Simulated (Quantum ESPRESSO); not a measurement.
**Energy of Ge along an even scaling of the cell**

System: Ge (P6₃mc, 4 atoms in the cell).
Method: Kohn-Sham DFT of a periodic cell, LDA, GBRV 1.5 LDA, no spin polarisation (Quantum ESPRESSO 7.5).

The 7 runs differ only in the geometry, by an even scaling of the cell at fixed fractional positions. The structure derives from a Materials Project entry.

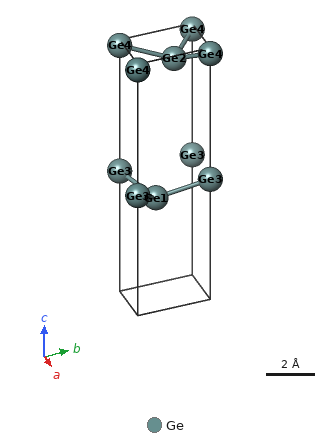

Figure 1. The structure of run 4 (ball-and-stick view of the cell of the calculation, seen slightly off an axis; atoms are numbered from 1 in the order of the input). An atom can appear more than once, as a periodic image.

### Input of run 4
```
&CONTROL
  calculation = 'scf'
  prefix = 'pwscf'
  outdir = './tmp'
  pseudo_dir = './pseudo'
  tprnfor = .true.
  tstress = .true.
  disk_io = 'nowf'
/
&SYSTEM
  ibrav = 0
  nat = 4
  ntyp = 1
  ecutwfc = 45
  ecutrho = 360
  nbnd = 38
  occupations = 'smearing'
  smearing = 'fd'
  degauss = 0.00367493
/
&ELECTRONS
  conv_thr = 8d-10
  electron_maxstep = 120
  mixing_beta = 0.5
/
ATOMIC_SPECIES
Ge    72.6300 ge_lda_v1.4.uspp.F.UPF
CELL_PARAMETERS angstrom
   4.0504045371    0.0000000000    0.0000000000
  -2.0252022685    3.5077532247    0.0000000000
   0.0000000000    0.0000000000   10.9933590000
ATOMIC_POSITIONS crystal
Ge     0.6666666667    0.3333333333    0.4148480000
Ge     0.3333333333    0.6666666667    0.9148480000
Ge     0.0000000000    0.0000000000    0.4774520000
Ge     0.0000000000    0.0000000000    0.9774520000
K_POINTS automatic
8 8 3 0 0 0
```

Command:
```bash
OMP_NUM_THREADS=1 mpirun -n 2 pw.x -nk 2 -in pw.in > pw.out
```

Run 2 differs from it as follows:
```diff
-   4.0504045371    0.0000000000    0.0000000000
-  -2.0252022685    3.5077532247    0.0000000000
-   0.0000000000    0.0000000000   10.9933590000
+   3.9956626301    0.0000000000    0.0000000000
+  -1.9978313150    3.4603453426    0.0000000000
+   0.0000000000    0.0000000000   10.8447818813
```

### Results, with one run withheld

| run | volume per atom (Å³) | free energy per atom, from the lowest run given (meV) | pressure (GPa) | gap on the mesh (eV) |
| --- | --- | --- | --- | --- |
| 1 | 36.705 | 0.00 | −0.92 | 0.70 |
| 2 | 37.486 | ? | ? | ? |
| 3 | 38.267 | 14.17 | −2.13 | 0.67 |
| 4 | 39.048 | 25.29 | −2.63 | 0.55 |
| 5 | 39.829 | 38.70 | −3.06 | 0.44 |
| 6 | 40.610 | 54.07 | −3.43 | 0.34 |
| 7 | 41.391 | 71.15 | −3.76 | 0.25 |

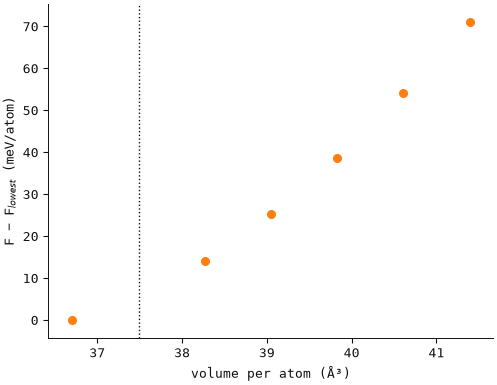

Figure 2. Free energy per atom of the runs given; the dotted line marks run 2.

Estimate the energy of run 2 from the others.

A cubic polynomial in V^(−2/3) (the Birch–Murnaghan form), fitted to the 6 runs given, misses them by at most 0.01 meV per atom. With x = V^(−2/3) − 0.08657 Å⁻², it reads F = 28.725 − 11252 x + 9.8697e+05 x² + 6.3577e+06 x³ (meV per atom). At run 2 it gives 5.61 meV per atom, and the run itself gives 5.62. The slope of the fit gives a pressure −dF/dV of −1.47 GPa there, and the run prints −1.57 GPa. The two needn't agree exactly: the fit is approximate, and the printed stress is taken on a finite basis. The fit has no minimum inside this range. The gap on the mesh goes, without turning, from 0.70 eV in run 1 to 0.25 eV in run 7; run 2 has 0.69 eV. These are gaps of this functional on this mesh, which can miss the band edges; they aren't the measured gap.

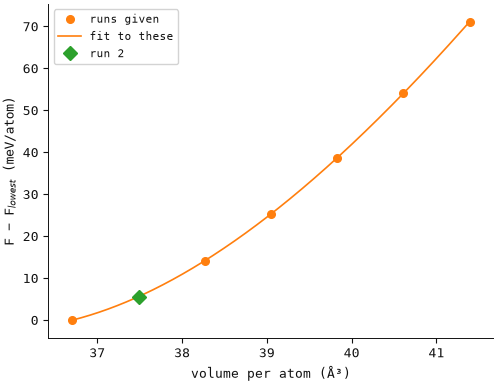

Figure 3. The fit and the withheld run.

### Some lines of the output (run 2)
```
[...]
     unit-cell volume          =    1011.8722 (a.u.)^3
     number of k points=    20  Fermi-Dirac smearing, width (Ry)=  0.0037
     total energy              =    -852.16266378 Ry
     total energy              =    -852.16379840 Ry
     total energy              =    -852.16439953 Ry
     total energy              =    -852.16442144 Ry
     total energy              =    -852.16442353 Ry
     total energy              =    -852.16442373 Ry
     total energy              =    -852.16442374 Ry
     the Fermi energy is     2.8395 ev
!    total energy              =    -852.16442374 Ry
     The total energy is F=E-TS. E is the sum of the following terms:
     Computing stress (Cartesian axis) and pressure
          total   stress  (Ry/bohr**3)                   (kbar)     P=      -15.71
```
